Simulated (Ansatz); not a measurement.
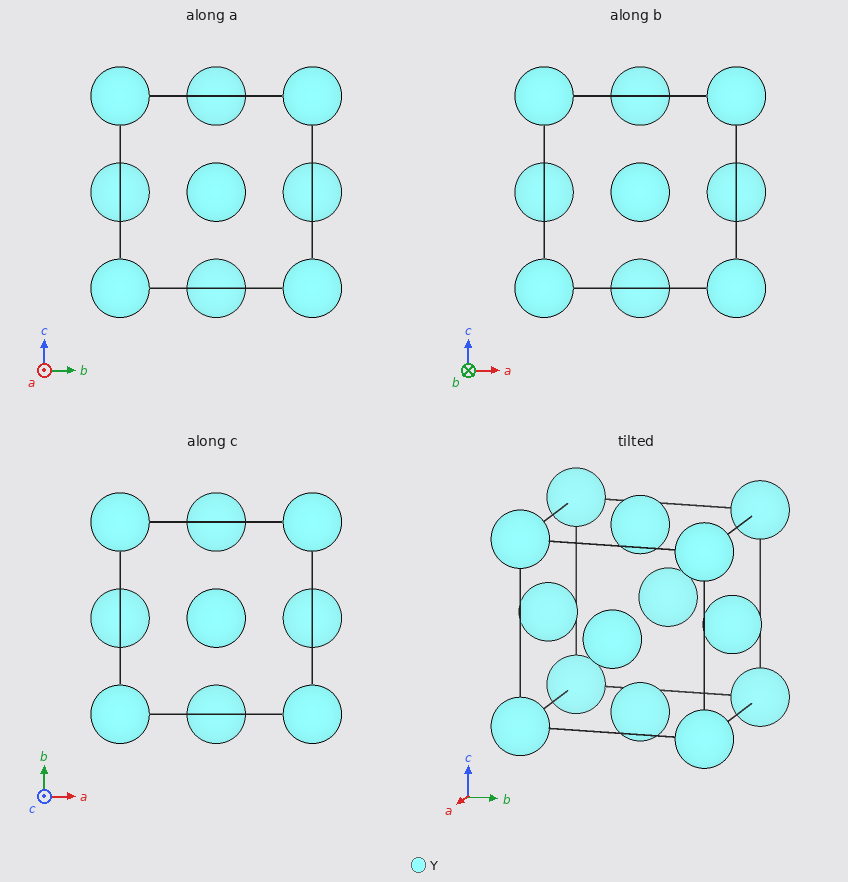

An orthographic spheres-only view of the structure, along the a axis, along the b axis, along the c axis and slightly off an axis. The lines enclose the conventional unit cell; boundary atoms appear with their images.

Lattice parameters: a = 5.062 Å, b = 5.062 Å, c = 5.062 Å, α = 90.00°, β = 90.00°, γ = 90.00°. Put a along x and b in the xy plane.

Transcribe the picture into a POSCAR file.

Answer.
```
Y
1.0
     5.062    0.000    0.000
     0.000    5.062    0.000
     0.000    0.000    5.062
Y
4
Direct
  0.0000 0.0000 0.0000
  0.0000 0.5000 0.5000
  0.5000 0.0000 0.5000
  0.5000 0.5000 0.0000
```

Its origin is a structure type filled with this element by a generator (whether the element takes this form wasn't checked). The structure drawn was relaxed with DFT PBE, scalar-relativistic, plane waves, PAW in Ansatz 0.2.0.
